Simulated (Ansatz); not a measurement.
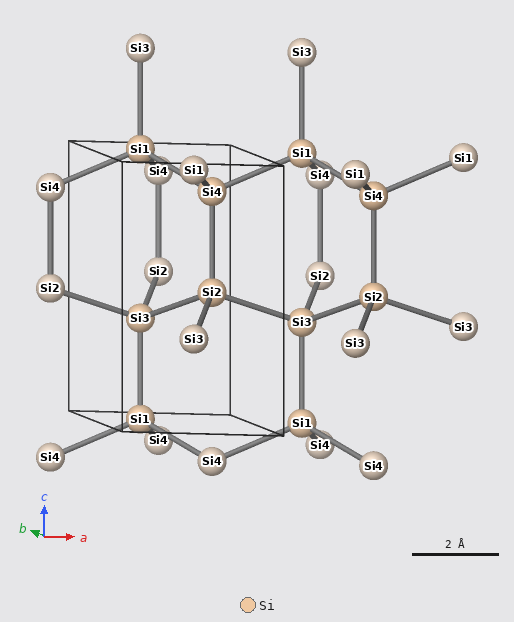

The input geometry (ball-and-stick view of the cell of the calculation, repeated 2 × 1 × 1, seen slightly off an axis; neighbours outside the cell are drawn fainter; atoms are numbered from 1 in the order of the input). Near neighbours in the crystal (not all of them lie inside the picture): Si has 4 Si at 2.35 to 2.37 Å.

# Run report: Si, single-point calculation

The run: single-point calculation of Si (P6₃/mmc, 4 atoms in the cell). Method and program: DFT, PBEsol, plane waves, PAW, no spin polarisation (Ansatz 0.2.0).

The structure was built on a prototype by a generator. The geometry comes from this level: r2SCAN. It belongs to a series of runs on one base structure; here: basis.ecutwfc = 750. Figures and captions count atoms from 1; the log counts them from 0 in places.

## Log
```
scf.n_extra_bands = 5 over 8 filled bands (N_el = 16.0): the run solves 13 bands
Engine: ansatz 0.2.0, aarch64-unknown-linux-gnu
Pseudopotentials: kind: paw
Pseudopotential: Si, paw, valence charge 4, recommended cutoff 420 eV (normal), Si.paw.azcp
Functional definition: PBEsol
  exchange = pbesol_x
  correlation = pbesol_c
Crystal: 4 atoms, lattice volume = 80.646 Å³
Basis set: ecut = 750 eV, 3803 PW (Γ), exchange–correlation on 72×72×120 points (8 copies of the dense FFT grid, shifted against one another)
Bands: 13, of which v1, the nominal top of the filled ones, is band 8 counted from 1 (7 counted from 0)
Symmetry: 24 space group operations
Space group: P63/mmc (ITA 194), of the structure as read, at distance tolerance 4.3e-5 Å
k-points: 21 of 144
Non-local potential: Si, projectors of the file, l = 0: 2, l = 1: 2, l = 2: 2
PAW form: soft (Blöchl's): semilocal exchange-correlation on the pseudo side does not see the compensation charge
PAW frozen core: Si, regenerated for the run's functional, and the local potential with it (the file was generated under x = pbe(κ = 0.804, μ = 0.2195149727645171), c = pbe(β = 0.06672455060314922))
PAW one-centre angular grid: Si, 110 points (default); XC on 64 Gauss nodes
Initial density: superposition of atomic densities (neutral atoms: chi_scale 0, normalization atom), corrected by the library's trained network
Initial wavefunctions: pseudopotential atomic-orbital guess
Functional: x = pbesol(κ = 0.804, μ = 0.12345679012345678), c = pbesol(β = 0.046)
SCF iter   1: F=—  HF=-2485.905440 eV  |F-HF|=—  |Δ(HF+E_count)|=         —  Δρ=2.53e-3  dr2=5.91e-3  ethr=1.77e-3  ⟨swp⟩=4.4  Hψ=1556  notcnv=0  defer=54
preconditioner: auto → none  [insulator: Δε(μ)=0.290 eV  Ē_g=8.160 eV  n_scr=10 (ndim 8)  ℏωp=16.5 eV  f_vac=0.000  ε∞_Penn≈5.1]
SCF iter   2: F=—  HF=-2485.904733 eV  |F-HF|=—  |Δ(HF+E_count)|=   7.07e-4  Δρ=9.82e-4  dr2=6.98e-4  ethr=3.69e-5  ⟨swp⟩=2.5  Hψ=628  notcnv=0  defer=60
SCF iter   3: F=—  HF=-2485.904766 eV  |F-HF|=—  |Δ(HF+E_count)|=   3.23e-5  Δρ=1.62e-4  dr2=1.10e-5  ethr=4.36e-6  ⟨swp⟩=3.0  Hψ=463  notcnv=0  defer=60
SCF iter   4: F=—  HF=-2485.904769 eV  |F-HF|=—  |Δ(HF+E_count)|=   2.75e-6  Δρ=1.21e-5  dr2=8.21e-8  ethr=6.88e-8  ⟨swp⟩=2.7  Hψ=408  notcnv=0  defer=39
iter 5 did not close the SCF: its close was put off for the readings that it lacked (scf_convergence_deferred on its scf_iter line)
SCF iter   5: F=-2485.904769 eV  HF=-2485.904769 eV  |F-HF|=2.39e-9  |Δ(HF+E_count)|=   4.06e-8  Δρ=2.82e-6  dr2=3.49e-9  ethr=5.13e-10  ⟨swp⟩=2.6  Hψ=435  notcnv=0  defer=39
SCF iter   6: F=-2485.904769 eV  HF=-2485.904769 eV  |F-HF|=6.32e-11  |Δ(HF+E_count)|=   2.75e-9  Δρ=4.17e-7  dr2=1.33e-10  ethr=2.18e-11  ⟨swp⟩=7.0  Hψ=1644  notcnv=0
SCF 1 converged in 6 iterations: F = -2485.904769 eV  dr2 = 1.33e-10
  greatest PAW one-centre occupation: 0.635 electrons in one spin orbital (limit 2), on the Si atom at site 3 (counted from 0), in its partial waves of l = 0
```

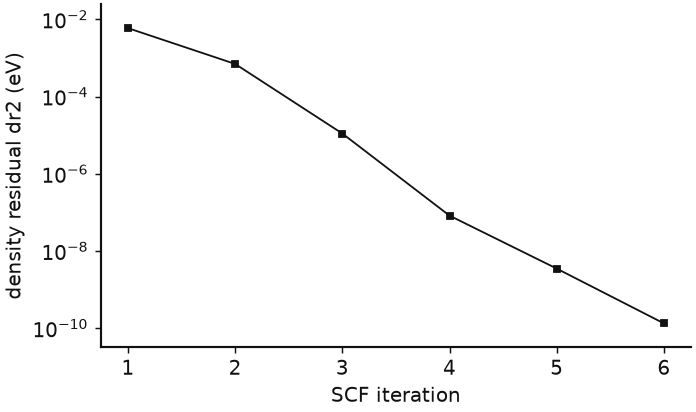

Convergence of the self-consistent field: density residual dr2 against the SCF iteration. The residual falls at every step.

```
SCF converged after 6 iterations
Free energy (F): -2485.904769 eV
Harris-Foulkes:  -2485.904769 eV  (|F-HF|=6.32e-11)
Internal energy: -2485.904769 eV  (E = F + TS)
E sigma→0 (E₀):  -2485.904769 eV
Fermi energy:    6.371515 eV
--- Per-component energies (eV) ---
  E_band       = 16.773108
  E_kinetic    = 160.813723
  E_local      = -111.240795  (includes V_loc(G=0)·N_el)
  E_nonlocal   = 103.977346
  E_hartree    = 30.062213
  E_xc         = -218.489353
  E_vxc        = -187.041726  (∫ρ·V_xc dr)
  E_paw        = -1995.762573  (= ΣΔE_a)
  E_vpaw       = -9.859954  (= ΣTr[D̂ρ^β])
  E_aug_tail   = 0.000003  (compensation charges beyond the density's cutoff)
  E_ewald      = -455.391575
  E_core_change = 0.126243  (= ΣΔE_core)
  E_smearing   = -0.000000  (= −TS)
  E_closure    = 0.000000  (closes the sum)
  Σ components = -2485.904769   (vs F -2485.904769, Δ=0.00e0)
--- Forces (eV/Å), atoms counted from 1 ---
  atom   1  Si    -0.00000000    -0.00000000    -0.01446628
  atom   2  Si     0.00000000     0.00000000    -0.01446628
  atom   3  Si    -0.00000000    -0.00000000     0.01446628
  atom   4  Si    -0.00000000     0.00000000     0.01446628
  max |Σ_I F_I| component: 1.11e-16 eV/Å
--- Stress (GPa, compression-positive) ---
       -0.412829      -0.000000       0.000000
        0.000000      -0.412829       0.000000
        0.000000       0.000000      -0.809591
  P = ⅓ Tr σ = -0.5451 GPa (-5.451 kbar)
--- Band table (eV; the first three rows and the last of 21) ---
  k-point 0: bands = ["-5.8423", "-3.5536", "-0.8847", "4.8509", "4.8509", "6.0091", "6.3715", "6.3715", "7.3270", "8.3244", "8.3244", "8.6376", "9.8159"]
  k-point 1: bands = ["-5.6410", "-4.1760", "0.1166", "4.4043", "5.0063", "5.0063", "6.0303", "6.0303", "7.5299", "8.6359", "8.6359", "8.8503", "10.0690"]
  k-point 2: bands = ["-5.0542", "-5.0542", "2.1049", "2.1049", "5.4426", "5.4426", "5.4426", "5.4426", "8.1061", "8.1061", "9.2988", "9.2988", "9.2988"]
  k-point 20: bands = ["-2.3843", "-2.3843", "-1.0638", "-1.0638", "1.8389", "1.8389", "4.3628", "4.3628", "7.8428", "7.8428", "9.8608", "9.8608", "12.3346"]
```

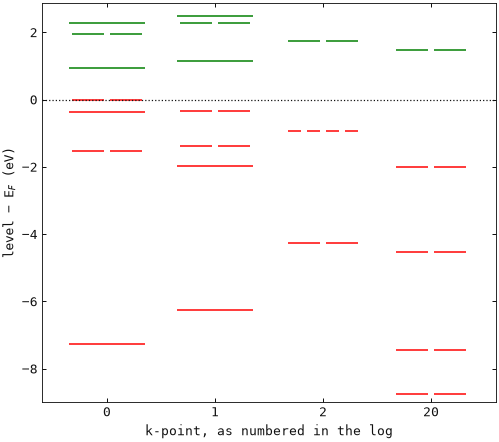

Kohn–Sham levels near the Fermi level (dotted) at the few k-points that the log prints; levels within 0.02 eV of each other stand side by side. Among these points the highest filled and lowest empty levels are 0.96 eV apart; the gap on the full mesh, 0.31 eV, has an edge at a point that isn't printed.

The run was set up as follows.

## The input
```yaml
crystal:
  lattice:
    - [3.8321295414, 0.0, 0.0]
    - [-1.9160647707, 3.3187215334, 0.0]
    - [0.0, 0.0, 6.3412168871]
  atoms:
    - { symbol: Si, position: [0.3333333333, 0.6666666667, 0.0005609413] }
    - { symbol: Si, position: [0.6666666667, 0.3333333333, 0.5005609413] }
    - { symbol: Si, position: [0.3333333333, 0.6666666667, 0.3744390587] }
    - { symbol: Si, position: [0.6666666667, 0.3333333333, 0.8744390587] }
kpoints:
  mp_grid: { grid: [6, 6, 4] }
hamiltonian:
  xc: pbesol
scf:
  occupations: { method: fixed }
  n_extra_bands: 5
output:
  forces: true
  stress: true
  eigenvalues: true
basis:
  ecutwfc: 750
```

Launch command:
```bash
ansatz run input.yaml --threads 4 --pin off --max-ram 3686MiB --backend cpu --events-out ev --progress --plain --runs-dir out
```

## Results in brief

```csv
quantity,value
outcome,converged
space group (tolerance 0.01 Å),P6₃/mmc (194)
electrons treated,16
free energy,−2485.9048 eV
Fermi energy,6.372 eV
gap on the k-point mesh,0.31 eV
pressure,−0.55 GPa
largest force (length of the vector),0.014 eV/Å
hardware,"4 threads of Arm Neoverse N1, 98 GiB of memory available, shared host"
wall time,2.5 s (CPU time 8.1 s)
peak memory,0.43 GiB
```

## Notes

Settings chosen away from the usual ones: basis.ecutwfc = 750.
